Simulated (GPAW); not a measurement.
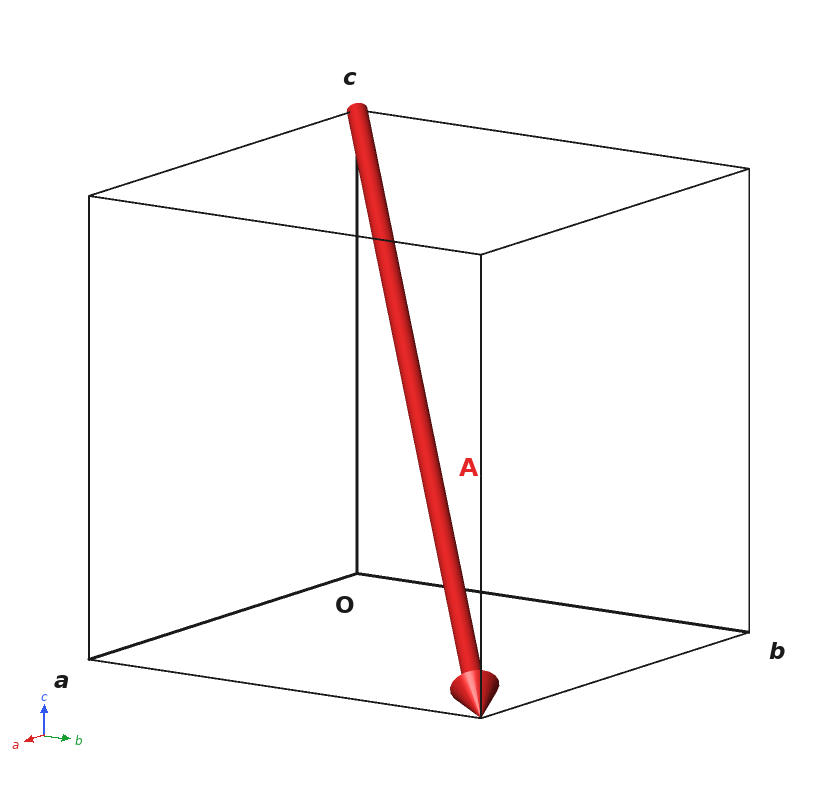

For KCl, a cell listed in the Materials Project, as set up for an electronic-structure calculation: the arrow starts at a corner of the unit cell and ends on its surface; where a tip isn't a corner, dashed lines run from it parallel to the axes. All values are computed from the atomic coordinates in the standard setting (tolerance 0.002 Å).

a = 3.839 Å, b = 3.839 Å, c = 3.839 Å, α = 90.00°, β = 90.00°, γ = 90.00°.

**Give [uvw] of the arrow.**

Arrow A runs from (0, 0, 1) to (1, 1, 0), so [1 1 −1].

**How long is the vector ua + vb + wc?**

6.650 Å.

**In Pm-3m, No. 221, how many directions are equivalent to A (Laue class m-3m, both senses counted)?**

8.
